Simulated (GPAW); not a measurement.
# SnS2: sheet polarisability, part 2 of 2

What do local fields do to the response of SnS2?

GPAW 26.7.0; PBE and many-body steps on it, plane waves.

So far. Step 3 (RPA response): The static value is 3.08. Step 4 (RPA response, local-field cutoff (15×15×1 mesh, 79 …): The static value is 3.02.

The database entry behind the starting cell differs from later determinations by our own check (c about 0.5 % short), so it need not match the best structure at ambient conditions.

### Step 6. RPA response, scissors (15×15×1 mesh, 79 bands, screening to 50 eV, broadening 0.2 eV)

Level of this step: linear response, RPA, on PBE, plane waves, PAW (GPAW).

run.py

```python
import json
import numpy as np
from gpaw.mpi import world
from gpaw.response.df import DielectricFunction

df = DielectricFunction('full.gpw',
    ecut=50,
    nbands=79,
    eta=0.2,
    frequencies={'type': 'nonlinear', 'domega0': 0.05, 'omega2': 10.0},
    intraband=False,
    truncation='2D',
    eshift=1.5,
    txt='df.txt')
res = {'optical': {}, 'eels': []}
for d in 'x':
    y0, y = df.get_polarizability(direction=d, xc='RPA', filename=None)
    res['optical'][d] = [y0.real, y0.imag, y.real, y.imag]
res['w'] = df.get_frequencies()
for q_c in []:
    res['eels'].append(df.get_eels_spectrum(q_c=q_c, xc='RPA', filename=None))

if world.rank == 0:
    with open('result.json', 'w') as f:
        json.dump(res, f, default=lambda x: x.tolist())
```

Run with:

```console
$ mpirun -n 4 gpaw python run.py
```

Numbers of over 12 decimals in the logs are rounded to 6 here.

Log:

```text
Using integrator: PointIntegrator
NonLinearFrequencyDescriptor(from 0.000 to 54.704 eV, 336 points)
Nonperiodic BCs:  [False False  True]
Using integrator: PointIntegrator
NonLinearFrequencyDescriptor(from 0.000 to 54.704 eV, 336 points)
Nonperiodic BCs:  [False False  True]

Calculating chi0 body with:
    Ground state adapter containing:
    Number of spins: 1
    Number of kpoints: 225
    Number of irreducible kpoints: 27
    Number of completely occupied states: 13
    Number of partially occupied states: 13
    Occupied states memory: 4.498901 M / cpu

[...]
Ground state adapter containing:
    Number of spins: 1
    Number of kpoints: 225
    Number of irreducible kpoints: 27
    Number of completely occupied states: 13
    Number of partially occupied states: 13
    Occupied states memory: 4.498901 M / cpu

    Linear response parametrization:
    Number of frequency points: 336
    Planewave cutoff: 50.0
    Number of bands: 79
    Number of planewaves: 125
    Broadening (eta): 0.2
Integrating chi0 head and wings.

Symmetries of q_c:
    Direct symmetries (Uq -> q): 12
    Indirect symmetries (TUq -> q): 0
In total 12 allowed symmetries.

  [... matrices ...]
27 groups of equivalent kpoints. 88.0% reduction.

Integral kind: spectral function wings
```

It took 9.7 s on 4 MPI ranks of Arm Neoverse V2, shared host; peak memory 1.8 GiB.

This step gave:

| Property | Result |
| --- | --- |
| static polarisability of the sheet (Å) | 2.417 |
| the same without local fields | 2.749 |

The static value is 2.42.

The Im polarisability of the sheet has structure finer than the step of the table below, so its rows give means over 2.5 eV, whole bins alone (the curve runs from 0 to 39.8 eV). Peaks (eV: height): xx, no local fields 5.80: 6.76, 6.80: 6.87; xx, local fields 5.80: 5.60, 6.80: 5.98.

RPA, broadening 0.2 eV. Im polarisability of the sheet against photon energy; means over each step:

```
photon energy (eV)  xx, no local fields (Å)  xx, local fields (Å)
               2.5                    0.155                 0.137
               5.0                     3.32                  2.77
               7.5                     5.05                  4.31
              10.0                     2.03                  1.86
              12.5                    0.959                 0.940
              15.0                    0.476                 0.492
              17.5                    0.222                 0.309
              20.0                    0.123                 0.189
              22.5                   0.0693                 0.160
              25.0                   0.0428                 0.105
              27.5                   0.0888                 0.117
              30.0                   0.0579                0.0958
              32.5                   0.0331                0.0669
              35.0                   0.0329                0.0434
              37.5                   0.0256                0.0243
```

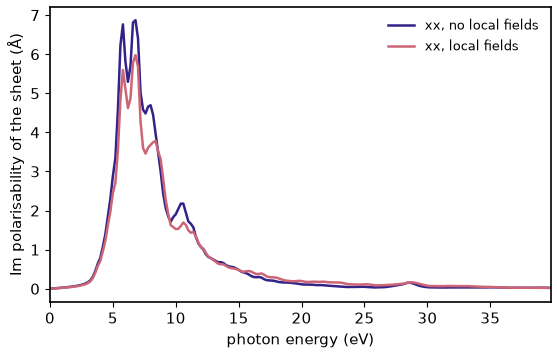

Im polarisability of the sheet, plotted against photon energy.

### Step 7. RPA response, q off the mesh (15×15×1 mesh, 79 bands, screening to 30 eV, broadening 0.2 eV)

Edit run.py of step 6 so:

```diff
@@ -6,3 +6,3 @@
 df = DielectricFunction('full.gpw',
-    ecut=50,
+    ecut=30,
     nbands=79,
@@ -12,3 +12,2 @@
     truncation='2D',
-    eshift=1.5,
     txt='df.txt')
@@ -19,3 +18,3 @@
 res['w'] = df.get_frequencies()
-for q_c in []:
+for q_c in [[0.137, 0, 0]]:
     res['eels'].append(df.get_eels_spectrum(q_c=q_c, xc='RPA', filename=None))
```

Run with:

```console
$ mpirun -n 4 gpaw python run.py
```

Log:

```text
Using integrator: PointIntegrator
NonLinearFrequencyDescriptor(from 0.000 to 54.704 eV, 336 points)
Nonperiodic BCs:  [False False  True]
Using integrator: PointIntegrator
NonLinearFrequencyDescriptor(from 0.000 to 54.704 eV, 336 points)
Nonperiodic BCs:  [False False  True]

Calculating chi0 body with:
    Ground state adapter containing:
    Number of spins: 1
    Number of kpoints: 225
    Number of irreducible kpoints: 27
    Number of completely occupied states: 13
    Number of partially occupied states: 13
    Occupied states memory: 4.498901 M / cpu

[...]
Planewave cutoff: 30.0
    Number of bands: 79
    Number of planewaves: 65
    Broadening (eta): 0.2
    comm.size: 4
    kncomm.size: 4
    blockcomm.size: 1

    Memory estimate of potentially large arrays:
        chi0_wGG: 21.661376953125 M / cpu
Integrating chi0 body.

Symmetries of q_c:
    Direct symmetries (Uq -> q): 2
    Indirect symmetries (TUq -> q): 0
In total 2 allowed symmetries.

  [... matrices ...]
120 groups of equivalent kpoints. 46.666667% reduction.

Integral kind: spectral function

--- the script ended with ---
ValueError: Requested k-point is not on the grid. Please check that your q-points of interest are commensurate with the k-point grid.
```

The job ended after 19 s (4 MPI ranks; peak memory 1.3 GiB).

The run stopped with an error after 19 s.

The program's words: ValueError: Requested k-point is not on the grid. Please check that your q-points of interest are commensurate with the k-point grid.

The fault put into this input: q off the mesh.

### Step 8. The runs together

Times are wall times on 4 MPI ranks of Arm Neoverse V2, shared host, good to a factor of about two.

The polarisability of a sheet is α = (ε − 1) L / 4π, with L the height of the cell, and does not depend on L.

```
                                                                                              run  static polarisability (Å)  without local fields   time
                                                                                     RPA response                       3.08                  3.55   69 s
RPA response, local-field cutoff (15×15×1 mesh, 79 bands, screening to 100 eV, broadening 0.2 eV)                       3.02                  3.55   46 s
        RPA response, fewer bands (15×15×1 mesh, 18 bands, screening to 50 eV, broadening 0.2 eV)                       2.90                  3.25  4.5 s
           RPA response, scissors (15×15×1 mesh, 79 bands, screening to 50 eV, broadening 0.2 eV)                       2.42                  2.75  9.7 s
```

### Step 9. What came out

| Item | Value |
| --- | --- |
| RPA response | static polarisability (Å) 3.08 |
| RPA response, local-field cutoff (15×15×1 mesh, 79 bands, screening to 100 eV, broadening 0.2 eV) | static polarisability (Å) 3.02 |
| RPA response, fewer bands (15×15×1 mesh, 18 bands, screening to 50 eV, broadening 0.2 eV) | static polarisability (Å) 2.90 |
| RPA response, scissors (15×15×1 mesh, 79 bands, screening to 50 eV, broadening 0.2 eV) | static polarisability (Å) 2.42 |

What this shows: In the optical limit the electronic static polarisability (Å) is 3.08, against 3.55 without local fields. RPA response, local-field cutoff (15×15×1 mesh, 79 bands, screening to 100 eV, broadening 0.2 eV): static polarisability (Å) = 3.02. RPA response, fewer bands (15×15×1 mesh, 18 bands, screening to 50 eV, broadening 0.2 eV): static polarisability (Å) = 2.90. RPA response, scissors (15×15×1 mesh, 79 bands, screening to 50 eV, broadening 0.2 eV): static polarisability (Å) = 2.42. ε(0) converges slowly with a Γ-centred mesh, and this one is not shown settled. Unless a shift is named, the levels are those of the density functional, and only a kernel with a long-range part can bind an exciton.

[Paths, hosts, dates, memory and timing lines, banners, echoed tables and standing remarks are left out of the program output.]

[Logs are printed without paths, hosts, clocks, repeated set-up lines and the standing remarks that a program may print on its own settings, such as how far it seeks lower states.]

[Runs of the session that timed out or met a known fault of the program may be left out.]

[Hosts, paths, dates, database ids (printed as entryN), source tags and the programs' standing remarks are cut or masked in the printed files.]
